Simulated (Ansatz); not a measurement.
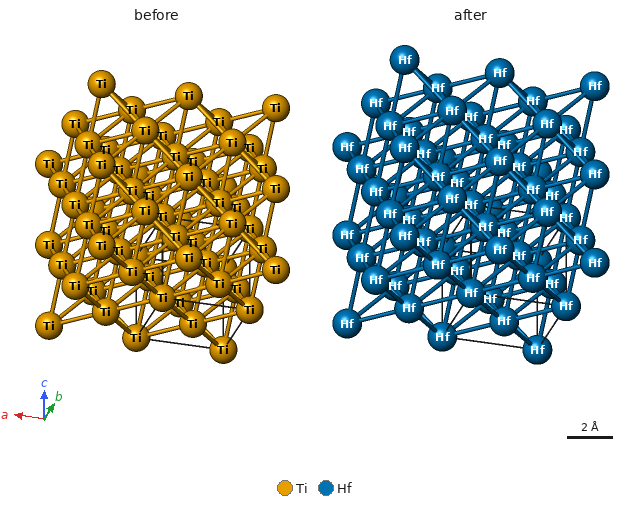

Left: a crystal of Ti (set up in Fm-3m). Right: the same structure after one change, at the same scale. A ball-and-stick model of the conventional cell (4 times the calculation's cell), repeated 2 × 2 × 2 with one cell outlined, seen from a free direction. Lengths and directions refer to the drawn axes.

All numbers below come from DFT PBE, scalar-relativistic, plane waves, PAW (Ansatz 0.2.0). (plane-wave cutoff 420 eV; occupations gaussian; smearing width 0.1 eV; no spin polarisation) The k-mesh is chosen for each cell (18×18×18, 16×16×16).

Q: What was changed?

A: Every titanium atom is replaced by hafnium, which gives Hf. Cell and atoms are relaxed again (to zero pressure within 0.1 GPa, forces under 0.01 eV/Å).

Q: And its effect?

A: The volume per atom goes from 17.38 to 22.57 Å³. It is metallic before and after. The volume changes by +29.8 %, with a = b = c 4.112 → 4.486 Å (+9.1 %). The space group stays Fm-3m (No. 225).
